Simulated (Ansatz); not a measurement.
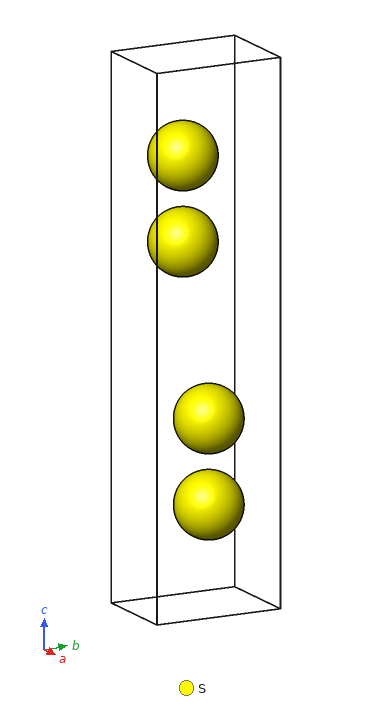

This spheres-only model is shown slightly off an axis. One conventional unit cell is framed, with atoms on its boundary repeated.

S, space group P6_3/mmc (No. 194), a = 3.23 Å, b = 3.23 Å, c = 10.27 Å, α = 90.00°, β = 90.00°, γ = 120.00°.

Results below were computed with DFT PBE, scalar-relativistic, plane waves, PAW in Ansatz; the settings were plane waves up to 420 eV, k-grid 15×15×4, Gaussian smearing of 0.1 eV, no spin polarisation.

Is the electronic structure metallic or gapped?

Answer. A metal: bands cross the Fermi level.

State the hydrostatic pressure.

Answer. The computed pressure is 33.9 GPa (compressed: it would expand). The stress isn't hydrostatic: its largest component is 106.7 GPa.

The structure comes from a structure listed in the Materials Project, with elements exchanged, so it need not be a known form of the compound. The cell was then strained or its atoms displaced on purpose. It was run through Ansatz as a DFT input.

At this level of theory the cell isn't at rest (compressed, at 34 GPa and forces up to 19.2 eV/Å), so its distances can differ from those at equilibrium, the more so the softer the solid.
